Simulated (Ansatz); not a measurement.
Geometry relaxation, with input and output: SiO$_{2}$ (part 1 of 2)

SiO$_{2}$ (Imma, 12 atoms in the cell), computed with DFT LDA, scalar-relativistic, plane waves, PAW, no spin polarisation (Ansatz 0.2.0).

The structure derives from a Materials Project entry.

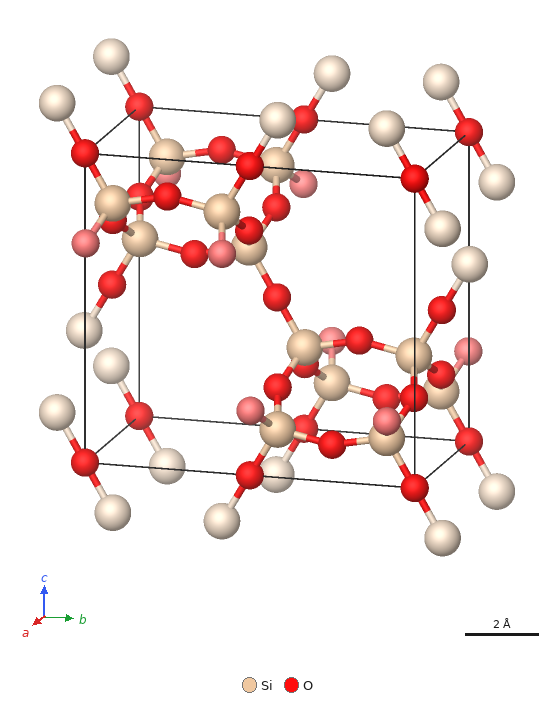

Fig. 1: The input geometry (ball-and-stick view of the cell 2 times as large as that of the calculation, set on its symmetry axes, seen slightly off an axis; neighbours outside the cell are drawn fainter). An atom can appear more than once, as a periodic image. Near neighbours in the periodic cell (some may lie outside the picture): Si has 4 O at 1.60 to 1.61 Å; O has 2 Si at 1.60 to 1.61 Å.

**Key numbers**

| quantity | value |
| --- | --- |
| outcome | converged |
| space group (tolerance 0.01 Å) | Imma (74) |
| electrons treated | 64 |
| free energy | −6890.5765 eV |
| Fermi energy | 1.975 eV |
| gap on the k-point mesh | 5.43 eV |
| pressure | −0.02 GPa |
| final volume | 219.88 Å³ |
| largest force (length of the vector) at the end | 0.005 eV/Å |
| final cell | a = 6.998 Å, b = 6.998 Å, c = 6.998 Å, α = 136.11°, β = 94.77°, γ = 101.31° |
| hardware | 2 threads of Oxide Virtual Turin-like (Zen 5), 32 GiB of memory available, shared host |
| wall time | 63 s (CPU time 2 min) |
| peak memory | 0.72 GiB |

**Input**
```yaml
crystal:
  lattice:
    - [-2.62333646, 4.776753505, 4.441674725]
    - [2.62333646, -4.776753505, 4.441674725]
    - [2.62333646, 4.776753505, -4.441674725]
  atoms:
    - { symbol: Si, position: [0.9295488, 0.84494489, 0.08460391] }
    - { symbol: Si, position: [0.73965902, 0.15505511, 0.58460391] }
    - { symbol: Si, position: [0.0704512, 0.15505511, 0.91539609] }
    - { symbol: Si, position: [0.26034098, 0.84494489, 0.41539609] }
    - { symbol: O, position: [0.13068887, 0.88068887, 0.25] }
    - { symbol: O, position: [0.86931113, 0.11931113, 0.75] }
    - { symbol: O, position: [0.79317541, 0.5, 0.79317541] }
    - { symbol: O, position: [0.20682459, 0.0, 0.70682459] }
    - { symbol: O, position: [0.20682459, 0.5, 0.20682459] }
    - { symbol: O, position: [0.79317541, 0.0, 0.29317541] }
    - { symbol: O, position: [0.0, 0.0, 0.0] }
    - { symbol: O, position: [0.5, 0.0, 0.5] }
basis:
  ecutwfc: 420
kpoints:
  mp_grid: { grid: [6, 6, 6] }
hamiltonian:
  xc: lda
scf:
  occupations: { method: gaussian, width: 0.02 }
output:
  forces: true
  stress: true
  eigenvalues: true
relax:
  adjacent_minimum: "off"
  f_tol: 0.005
  max_steps: 80
  cell: { stress_tol: 0.05 }
```

Command:
```bash
ansatz run input.yaml --threads 2 --pin off --max-ram 5120MiB --backend cpu --events-out ev --progress --plain --runs-dir out
```

**What the program printed**
```
Engine: ansatz 0.2.0, x86_64-unknown-linux-gnu
Pseudopotentials: kind: paw
Pseudopotential: Si, paw, valence charge 4, recommended cutoff 420 eV (normal), Si.paw.azcp
Pseudopotential: O, paw, valence charge 6, recommended cutoff 420 eV (normal), O.paw.azcp
Functional definition: SPW92
  exchange = slater_x
  correlation = pw_c
Crystal: 12 atoms, lattice volume = 222.635 Å³
Basis set: ecut = 420 eV, 4321 PW (Γ)
Bands: 44, of which v1, the nominal top of the filled ones, is band 32 counted from 1 (31 counted from 0)
Symmetry: 8 space group operations
Space group: Imma (ITA 74), of the structure as read, at distance tolerance 6.1e-5 Å
k-points: 46 of 216
Non-local potential: Si, projectors of the file, l = 0: 2, l = 1: 2, l = 2: 2
Non-local potential: O, projectors of the file, l = 0: 2, l = 1: 2, l = 2: 1
PAW form: soft (Blöchl's): semilocal exchange-correlation on the pseudo side does not see the compensation charge
PAW frozen core: Si, regenerated for the run's functional, and the local potential with it (the file was generated under x = pbe(κ = 0.804, μ = 0.2195149727645171), c = pbe(β = 0.06672455060314922))
PAW frozen core: O, regenerated for the run's functional, and the local potential with it (the file was generated under x = pbe(κ = 0.804, μ = 0.2195149727645171), c = pbe(β = 0.06672455060314922))
PAW one-centre angular grid: Si, 110 points (default); XC on 64 Gauss nodes
PAW one-centre angular grid: O, 110 points (default); XC on 64 Gauss nodes
Initial density: superposition of atomic densities (neutral atoms: chi_scale 0, normalization atom), corrected by the library's trained network
Initial wavefunctions: pseudopotential atomic-orbital guess
Functional: x = slater, c = lda
SCF iter   1: F=—  HF=-6890.641836 eV  |F-HF|=—  |Δ(HF+E_count)|=         —  Δρ=1.13e-2  dr2=2.52e-1  ethr=1.77e-3  ⟨swp⟩=8.0  Hψ=11101  notcnv=0  defer=31
preconditioner: auto → Resta (q_TF=auto, 2.216 Å⁻¹)  ε∞=2.5  [insulator: Δε(μ)=5.263 eV  Ē_g=16.113 eV  σ=0.020 eV  W_gap=1.00  n_scr=40 (ndim 8)  ℏωp=19.9 eV  f_vac=0.376  D(μ)=0.00/eV (n_scr^D=0)  ε∞_Penn≈2.5  vacuum switching on, ρ_ref=1.9e-2 e/Å³]
SCF iter   2: F=—  HF=-6890.570699 eV  |F-HF|=—  |Δ(HF+E_count)|=   7.11e-2  Δρ=3.15e-3  dr2=7.06e-3  ethr=3.94e-4  ⟨swp⟩=2.5  Hψ=3818  notcnv=0  defer=265
SCF iter   3: F=—  HF=-6890.568812 eV  |F-HF|=—  |Δ(HF+E_count)|=   1.89e-3  Δρ=1.30e-3  dr2=2.04e-3  ethr=1.10e-5  ⟨swp⟩=2.0  Hψ=3132  notcnv=0  defer=265
SCF iter   4: F=—  HF=-6890.568249 eV  |F-HF|=—  |Δ(HF+E_count)|=   5.62e-4  Δρ=4.02e-4  dr2=2.31e-4  ethr=3.19e-6  ⟨swp⟩=2.5  Hψ=2542  notcnv=0  defer=265
SCF iter   5: F=—  HF=-6890.568192 eV  |F-HF|=—  |Δ(HF+E_count)|=   5.78e-5  Δρ=8.28e-5  dr2=1.43e-5  ethr=3.61e-7  ⟨swp⟩=2.0  Hψ=2711  notcnv=0  defer=265
SCF iter   6: F=—  HF=-6890.568206 eV  |F-HF|=—  |Δ(HF+E_count)|=   1.50e-5  Δρ=1.23e-5  dr2=3.19e-7  ethr=2.23e-8  ⟨swp⟩=2.0  Hψ=2779  notcnv=0  defer=265
SCF iter   7: F=-6890.568207 eV  HF=-6890.568207 eV  |F-HF|=1.58e-8  |Δ(HF+E_count)|=   1.89e-7  Δρ=3.92e-6  dr2=2.50e-8  ethr=1.56e-10  ⟨swp⟩=13.3  Hψ=10691  notcnv=0
SCF 1 converged in 7 iterations: F = -6890.568207 eV  dr2 = 2.50e-8
  greatest PAW one-centre occupation: 0.856 electrons in one spin orbital (limit 2), on the O atom at site 9 (counted from 0), in its partial waves of l = 0
relax step   1: F+E_penalty+E_count = -6890.56820666 eV  Δ(F+E_penalty+E_count) = +0.000e0 eV  max|allowed force component| = 8.745e-2 eV/Å  Δτ_max = 0.0000 Å  P = -1.214 GPa  Ω = 222.635 Å³  (7 SCF iters, dr2 threshold 1.00e-7 eV, accepted)
Crystal: 12 atoms, lattice volume = 221.661 Å³
Basis set: ecut = 420 eV, 4309 PW (Γ)
Initial density: handed on by an earlier stage of this run
Initial wavefunctions: those handed on with the density
iter 1 solved again at ethr=2.67e-6 eV; its pass at ethr=3.10e-3 eV (dr2=1.71e-3 eV) is discarded
SCF iter   1: F=—  HF=-6890.577844 eV  |F-HF|=—  |Δ(HF+E_count)|=         —  Δρ=8.42e-4  dr2=1.48e-3  ethr=2.67e-6  ⟨swp⟩=3.5  Hψ=6585  notcnv=0  defer=2
preconditioner: auto → Resta (q_TF=auto, 2.218 Å⁻¹)  ε∞=2.5  [insulator: Δε(μ)=5.443 eV  Ē_g=16.281 eV  σ=0.020 eV  W_gap=1.00  n_scr=40 (ndim 8)  ℏωp=20.0 eV  f_vac=0.368  D(μ)=0.00/eV (n_scr^D=0)  ε∞_Penn≈2.5  vacuum switching on, ρ_ref=1.9e-2 e/Å³]
SCF iter   2: F=—  HF=-6890.577373 eV  |F-HF|=—  |Δ(HF+E_count)|=   4.71e-4  Δρ=2.88e-4  dr2=1.39e-4  ethr=2.32e-6  ⟨swp⟩=2.0  Hψ=3141  notcnv=0
SCF iter   3: F=—  HF=-6890.577342 eV  |F-HF|=—  |Δ(HF+E_count)|=   3.13e-5  Δρ=1.19e-4  dr2=4.01e-5  ethr=2.18e-7  ⟨swp⟩=2.0  Hψ=3312  notcnv=0
SCF iter   4: F=-6890.577325 eV  HF=-6890.577325 eV  |F-HF|=6.11e-10  |Δ(HF+E_count)|=   1.68e-5  Δρ=1.71e-5  dr2=5.88e-7  ethr=1.87e-9  ⟨swp⟩=9.3  Hψ=13376  notcnv=0
SCF 2 converged in 4 iterations: F = -6890.577325 eV  dr2 = 5.88e-7
relax step   2: F+E_penalty+E_count = -6890.57732530 eV  Δ(F+E_penalty+E_count) = -9.119e-3 eV  max|allowed force component| = 5.677e-2 eV/Å  Δτ_max = 0.0009 Å  P = -0.619 GPa  Ω = 221.661 Å³  energy of the carried Pulay correction = +3.469e-3 eV  (4 SCF iters, dr2 threshold 1.20e-6 eV, accepted)
Crystal: 12 atoms, lattice volume = 220.621 Å³
Basis set: ecut = 420 eV, 4293 PW (Γ)
iter 1 solved again at ethr=3.09e-6 eV; its pass at ethr=3.10e-3 eV (dr2=1.97e-3 eV) is discarded
SCF iter   1: F=—  HF=-6890.583707 eV  |F-HF|=—  |Δ(HF+E_count)|=         —  Δρ=8.99e-4  dr2=1.72e-3  ethr=3.09e-6  ⟨swp⟩=3.8  Hψ=6657  notcnv=0  defer=3
preconditioner: auto → Resta (q_TF=auto, 2.220 Å⁻¹)  ε∞=2.5  [insulator: Δε(μ)=5.452 eV  Ē_g=16.317 eV  σ=0.020 eV  W_gap=1.00  n_scr=40 (ndim 8)  ℏωp=20.0 eV  f_vac=0.367  D(μ)=0.00/eV (n_scr^D=0)  ε∞_Penn≈2.5  vacuum switching on, ρ_ref=1.9e-2 e/Å³]
SCF iter   2: F=—  HF=-6890.583164 eV  |F-HF|=—  |Δ(HF+E_count)|=   5.42e-4  Δρ=3.10e-4  dr2=1.65e-4  ethr=2.68e-6  ⟨swp⟩=2.0  Hψ=3151  notcnv=0
SCF iter   3: F=—  HF=-6890.583125 eV  |F-HF|=—  |Δ(HF+E_count)|=   3.96e-5  Δρ=1.29e-4  dr2=4.83e-5  ethr=2.59e-7  ⟨swp⟩=2.0  Hψ=3290  notcnv=0
SCF iter   4: F=-6890.583105 eV  HF=-6890.583105 eV  |F-HF|=6.83e-8  |Δ(HF+E_count)|=   1.93e-5  Δρ=1.79e-5  dr2=6.31e-7  ethr=1.67e-9  ⟨swp⟩=9.1  Hψ=13805  notcnv=0
SCF 3 converged in 4 iterations: F = -6890.583105 eV  dr2 = 6.31e-7
  greatest PAW one-centre occupation: 0.857 electrons in one spin orbital (limit 2), on the O atom at site 9 (counted from 0), in its partial waves of l = 0
relax step   3: F+E_penalty+E_count = -6890.58310548 eV  Δ(F+E_penalty+E_count) = -5.780e-3 eV  max|allowed force component| = 1.357e-2 eV/Å  Δτ_max = 0.0014 Å  P = +0.020 GPa  Ω = 220.621 Å³  energy of the carried Pulay correction = +7.191e-3 eV  (4 SCF iters, dr2 threshold 1.07e-6 eV, accepted)
Crystal: 12 atoms, lattice volume = 220.510 Å³
iter 1 solved again at ethr=3.37e-7 eV; its pass at ethr=3.10e-3 eV (dr2=2.15e-4 eV) is discarded
SCF iter   1: F=—  HF=-6890.583614 eV  |F-HF|=—  |Δ(HF+E_count)|=         —  Δρ=3.96e-4  dr2=2.29e-4  ethr=3.37e-7  ⟨swp⟩=3.1  Hψ=8687  notcnv=0
preconditioner: auto → Resta (q_TF=auto, 2.220 Å⁻¹)  ε∞=2.5  [insulator: Δε(μ)=5.436 eV  Ē_g=16.306 eV  σ=0.020 eV  W_gap=1.00  n_scr=40 (ndim 8)  ℏωp=20.0 eV  f_vac=0.368  D(μ)=0.00/eV (n_scr^D=0)  ε∞_Penn≈2.5  vacuum switching on, ρ_ref=1.9e-2 e/Å³]
SCF iter   2: F=—  HF=-6890.583548 eV  |F-HF|=—  |Δ(HF+E_count)|=   6.65e-5  Δρ=1.98e-4  dr2=4.69e-5  ethr=3.37e-7  ⟨swp⟩=2.3  Hψ=3126  notcnv=0
SCF iter   3: F=—  HF=-6890.583536 eV  |F-HF|=—  |Δ(HF+E_count)|=   1.18e-5  Δρ=5.82e-5  dr2=4.89e-6  ethr=7.33e-8  ⟨swp⟩=2.1  Hψ=2990  notcnv=0
SCF iter   4: F=—  HF=-6890.583554 eV  |F-HF|=—  |Δ(HF+E_count)|=   1.77e-5  Δρ=1.34e-5  dr2=2.53e-7  ethr=7.63e-9  ⟨swp⟩=2.0  Hψ=3240  notcnv=0
SCF iter   5: F=—  HF=-6890.583554 eV  |F-HF|=—  |Δ(HF+E_count)|=   9.16e-9  Δρ=4.60e-6  dr2=3.16e-8  ethr=3.95e-10  ⟨swp⟩=2.0  Hψ=2972  notcnv=0
SCF iter   6: F=-6890.583554 eV  HF=-6890.583554 eV  |F-HF|=2.04e-10  |Δ(HF+E_count)|=   4.56e-9  Δρ=1.09e-6  dr2=1.96e-9  ethr=1.80e-11  ⟨swp⟩=8.8  Hψ=9770  notcnv=0
SCF 4 converged in 6 iterations: F = -6890.583554 eV  dr2 = 1.96e-9
  greatest PAW one-centre occupation: 0.857 electrons in one spin orbital (limit 2), on the O atom at site 8 (counted from 0), in its partial waves of l = 0
relax step   4: F+E_penalty+E_count = -6890.58355362 eV  Δ(F+E_penalty+E_count) = -4.481e-4 eV  max|allowed force component| = 1.383e-2 eV/Å  Δτ_max = 0.0037 Å  P = +0.026 GPa  Ω = 220.510 Å³  energy of the carried Pulay correction = +7.589e-3 eV  (6 SCF iters, dr2 threshold 1.15e-8 eV, accepted)
Crystal: 12 atoms, lattice volume = 220.378 Å³
iter 1 solved again at ethr=9.86e-7 eV; its pass at ethr=3.10e-3 eV (dr2=6.31e-4 eV) is discarded
SCF iter   1: F=—  HF=-6890.584349 eV  |F-HF|=—  |Δ(HF+E_count)|=         —  Δρ=6.68e-4  dr2=6.95e-4  ethr=9.86e-7  ⟨swp⟩=3.4  Hψ=8894  notcnv=0
preconditioner: auto → Resta (q_TF=auto, 2.220 Å⁻¹)  ε∞=2.5  [insulator: Δε(μ)=5.431 eV  Ē_g=16.305 eV  σ=0.020 eV  W_gap=1.00  n_scr=40 (ndim 8)  ℏωp=20.0 eV  f_vac=0.368  D(μ)=0.00/eV (n_scr^D=0)  ε∞_Penn≈2.5  vacuum switching on, ρ_ref=1.9e-2 e/Å³]
SCF iter   2: F=—  HF=-6890.584133 eV  |F-HF|=—  |Δ(HF+E_count)|=   2.15e-4  Δρ=3.29e-4  dr2=1.37e-4  ethr=9.86e-7  ⟨swp⟩=2.2  Hψ=3025  notcnv=0
SCF iter   3: F=—  HF=-6890.584093 eV  |F-HF|=—  |Δ(HF+E_count)|=   4.09e-5  Δρ=1.09e-4  dr2=1.73e-5  ethr=2.14e-7  ⟨swp⟩=2.0  Hψ=3112  notcnv=0
SCF iter   4: F=—  HF=-6890.584088 eV  |F-HF|=—  |Δ(HF+E_count)|=   5.01e-6  Δρ=2.46e-5  dr2=6.62e-7  ethr=2.71e-8  ⟨swp⟩=2.0  Hψ=3068  notcnv=0
SCF iter   5: F=—  HF=-6890.584109 eV  |F-HF|=—  |Δ(HF+E_count)|=   2.16e-5  Δρ=4.35e-6  dr2=3.05e-8  ethr=1.03e-9  ⟨swp⟩=2.0  Hψ=2894  notcnv=0
SCF iter   6: F=-6890.584109 eV  HF=-6890.584109 eV  |F-HF|=1.67e-9  |Δ(HF+E_count)|=   1.68e-9  Δρ=1.59e-6  dr2=3.98e-9  ethr=1.87e-11  ⟨swp⟩=9.1  Hψ=10476  notcnv=0
SCF 5 converged in 6 iterations: F = -6890.584109 eV  dr2 = 3.98e-9
relax step   5: F+E_penalty+E_count = -6890.58410913 eV  Δ(F+E_penalty+E_count) = -5.555e-4 eV  max|allowed force component| = 1.814e-3 eV/Å  Δτ_max = 0.0064 Å  P = -0.001 GPa  Ω = 220.378 Å³  energy of the carried Pulay correction = +8.063e-3 eV  (6 SCF iters, dr2 threshold 1.20e-8 eV, accepted)
Initial wavefunctions: pseudopotential atomic-orbital guess (no wavefunctions were taken with the density)
iter 1 solved again at ethr=5.35e-7 eV; its pass at ethr=3.10e-3 eV (dr2=3.42e-4 eV) is discarded
SCF iter   1: F=—  HF=-6890.576345 eV  |F-HF|=—  |Δ(HF+E_count)|=         —  Δρ=8.67e-5  dr2=2.42e-6  ethr=5.35e-7  ⟨swp⟩=4.3  Hψ=16172  notcnv=0
preconditioner: auto → Resta (q_TF=auto, 2.220 Å⁻¹)  ε∞=2.5  [insulator: Δε(μ)=5.430 eV  Ē_g=16.305 eV  σ=0.020 eV  W_gap=1.00  n_scr=40 (ndim 8)  ℏωp=20.0 eV  f_vac=0.368  D(μ)=0.00/eV (n_scr^D=0)  ε∞_Penn≈2.5  vacuum switching on, ρ_ref=1.9e-2 e/Å³]
SCF iter   2: F=—  HF=-6890.576363 eV  |F-HF|=—  |Δ(HF+E_count)|=   1.81e-5  Δρ=4.00e-5  dr2=6.52e-7  ethr=3.78e-9  ⟨swp⟩=2.0  Hψ=3411  notcnv=0
SCF iter   3: F=—  HF=-6890.576363 eV  |F-HF|=—  |Δ(HF+E_count)|=   7.11e-8  Δρ=1.60e-5  dr2=6.81e-8  ethr=1.02e-9  ⟨swp⟩=2.1  Hψ=3118  notcnv=0
SCF iter   4: F=—  HF=-6890.576363 eV  |F-HF|=—  |Δ(HF+E_count)|=   1.90e-8  Δρ=6.26e-7  dr2=5.48e-10  ethr=1.06e-10  ⟨swp⟩=2.4  Hψ=3511  notcnv=0
SCF iter   5: F=-6890.576363 eV  HF=-6890.576363 eV  |F-HF|=7.09e-11  |Δ(HF+E_count)|=  8.46e-11  Δρ=2.75e-7  dr2=1.00e-10  ethr=1.00e-12  ⟨swp⟩=6.7  Hψ=8456  notcnv=0
SCF 6 converged in 5 iterations: F = -6890.576363 eV  dr2 = 1.00e-10
relax step   6: F+E_penalty+E_count = -6890.57636266 eV  Δ(F+E_penalty+E_count) = +7.746e-3 eV  max|allowed force component| = 1.837e-3 eV/Å  Δτ_max = 0.0000 Å  P = -0.060 GPa  Ω = 220.378 Å³  stress off target by 6.61e-2 GPa  SCF on the basis re-selected at this cell (its energy is not comparable with the rows above)  (5 SCF iters)
basis re-selected at this cell: Δ(F+E_penalty+E_count) = +7.746e-3 eV, ΔP = -0.059 GPa vs the last step (what re-selecting the basis moved, of the pressure what is left beyond the Pulay correction that the steps carried, after the strain that the cell walked since its last selection, with what the two solves' SCF thresholds leave and, on support functions, any second-order correction that the steps lacked; it is no measure of the basis error at this ecutwfc). This SCF's stress stands 6.61e-2 GPa from its target on what of the cell is left free (relax.cell.stress_tol is 5.00e-2 GPa) and its largest allowed force component is 1.84e-3 eV/Å (relax.f_tol is 5.00e-3 eV/Å): not within both, so this SCF does not close the relaxation
Crystal: 12 atoms, lattice volume = 219.880 Å³
Basis set: ecut = 420 eV, 4281 PW (Γ)
iter 1 solved again at ethr=6.05e-6 eV; its pass at ethr=3.10e-3 eV (dr2=3.87e-3 eV) is discarded
SCF iter   1: F=—  HF=-6890.579725 eV  |F-HF|=—  |Δ(HF+E_count)|=         —  Δρ=1.68e-3  dr2=4.08e-3  ethr=6.05e-6  ⟨swp⟩=4.0  Hψ=9767  notcnv=0  defer=3
preconditioner: auto → Resta (q_TF=auto, 2.221 Å⁻¹)  ε∞=2.5  [insulator: Δε(μ)=5.432 eV  Ē_g=16.312 eV  σ=0.020 eV  W_gap=1.00  n_scr=40 (ndim 8)  ℏωp=20.0 eV  f_vac=0.367  D(μ)=0.00/eV (n_scr^D=0)  ε∞_Penn≈2.5  vacuum switching on, ρ_ref=1.9e-2 e/Å³]
SCF iter   2: F=—  HF=-6890.578533 eV  |F-HF|=—  |Δ(HF+E_count)|=   1.19e-3  Δρ=8.34e-4  dr2=8.25e-4  ethr=6.05e-6  ⟨swp⟩=2.3  Hψ=3126  notcnv=0
SCF iter   3: F=—  HF=-6890.578318 eV  |F-HF|=—  |Δ(HF+E_count)|=   2.15e-4  Δρ=2.75e-4  dr2=1.08e-4  ethr=1.29e-6  ⟨swp⟩=2.2  Hψ=3058  notcnv=0
SCF iter   4: F=—  HF=-6890.578294 eV  |F-HF|=—  |Δ(HF+E_count)|=   2.47e-5  Δρ=5.76e-5  dr2=4.16e-6  ethr=1.69e-7  ⟨swp⟩=2.0  Hψ=3237  notcnv=0
SCF iter   5: F=—  HF=-6890.578311 eV  |F-HF|=—  |Δ(HF+E_count)|=   1.74e-5  Δρ=2.00e-5  dr2=5.84e-7  ethr=6.49e-9  ⟨swp⟩=2.0  Hψ=2985  notcnv=0
SCF iter   6: F=—  HF=-6890.578311 eV  |F-HF|=—  |Δ(HF+E_count)|=   1.01e-7  Δρ=4.43e-6  dr2=2.91e-8  ethr=9.12e-10  ⟨swp⟩=2.0  Hψ=3267  notcnv=0
SCF iter   7: F=-6890.578311 eV  HF=-6890.578311 eV  |F-HF|=1.44e-10  |Δ(HF+E_count)|=   7.89e-9  Δρ=7.08e-7  dr2=7.23e-10  ethr=1.71e-11  ⟨swp⟩=8.3  Hψ=9903  notcnv=0
SCF 7 converged in 7 iterations: F = -6890.578311 eV  dr2 = 7.23e-10
relax step   7: F+E_penalty+E_count = -6890.57831110 eV  Δ(F+E_penalty+E_count) = -1.948e-3 eV  max|allowed force component| = 4.981e-3 eV/Å  Δτ_max = 0.0161 Å  P = -0.016 GPa  Ω = 219.880 Å³  energy of the carried Pulay correction = +1.785e-3 eV  (7 SCF iters, dr2 threshold 1.09e-8 eV, accepted)
iter 1 solved again at ethr=5.50e-7 eV; its pass at ethr=3.10e-3 eV (dr2=3.52e-4 eV) is discarded
SCF iter   1: F=—  HF=-6890.576454 eV  |F-HF|=—  |Δ(HF+E_count)|=         —  Δρ=3.30e-5  dr2=2.94e-7  ethr=5.50e-7  ⟨swp⟩=4.3  Hψ=16134  notcnv=0
eigensolver tolerance schedule: the retry pair's looser diagonalisation over-reported the residual by 1197.24 of it (diagonalisation noise at 0.27 of the residual, at the tolerance the schedule requests for it); recorded, not acted on — ethr = c·dr2/N_el stays at c = 1.0e-1
preconditioner: auto → Resta (q_TF=auto, 2.221 Å⁻¹)  ε∞=2.5  [insulator: Δε(μ)=5.427 eV  Ē_g=16.309 eV  σ=0.020 eV  W_gap=1.00  n_scr=40 (ndim 8)  ℏωp=20.0 eV  f_vac=0.367  D(μ)=0.00/eV (n_scr^D=0)  ε∞_Penn≈2.5  vacuum switching on, ρ_ref=1.9e-2 e/Å³]
SCF iter   2: F=—  HF=-6890.576476 eV  |F-HF|=—  |Δ(HF+E_count)|=   2.18e-5  Δρ=1.61e-5  dr2=8.81e-8  ethr=4.59e-10  ⟨swp⟩=3.1  Hψ=4279  notcnv=0
SCF iter   3: F=—  HF=-6890.576477 eV  |F-HF|=—  |Δ(HF+E_count)|=   7.12e-7  Δρ=6.74e-6  dr2=1.05e-8  ethr=1.38e-10  ⟨swp⟩=2.4  Hψ=3243  notcnv=0
SCF iter   4: F=—  HF=-6890.576477 eV  |F-HF|=—  |Δ(HF+E_count)|=   1.49e-7  Δρ=4.83e-7  dr2=3.16e-10  ethr=1.63e-11  ⟨swp⟩=2.2  Hψ=3514  notcnv=0
SCF iter   5: F=-6890.576477 eV  HF=-6890.576477 eV  |F-HF|=3.09e-11  |Δ(HF+E_count)|=  6.91e-11  Δρ=1.77e-7  dr2=4.42e-11  ethr=1.00e-12  ⟨swp⟩=6.8  Hψ=7957  notcnv=0
SCF 8 converged in 5 iterations: F = -6890.576477 eV  dr2 = 4.42e-11
relax step   8: F+E_penalty+E_count = -6890.57647672 eV  Δ(F+E_penalty+E_count) = +1.834e-3 eV  max|allowed force component| = 4.991e-3 eV/Å  Δτ_max = 0.0000 Å  P = -0.023 GPa  Ω = 219.880 Å³  stress off target by 4.66e-2 GPa  SCF on the basis re-selected at this cell (its energy is not comparable with the rows above)  (5 SCF iters)
```

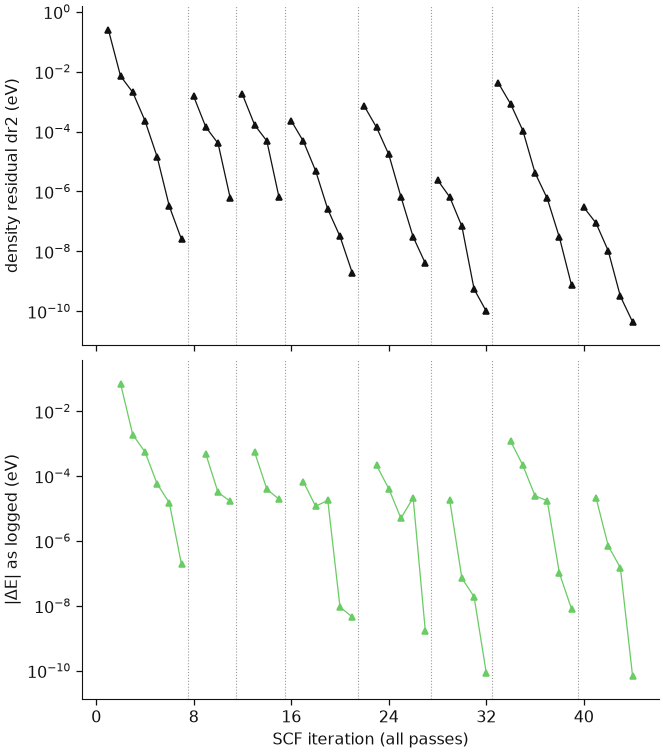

Fig. 2: Convergence of the self-consistent field: density residual dr2 and size of the energy change against the SCF iteration. The dotted lines part the SCF passes of the relaxation: geometry steps, rejected trials and re-solves on a re-selected basis. The 8 passes take 4 to 7 iterations each, 44 in all.
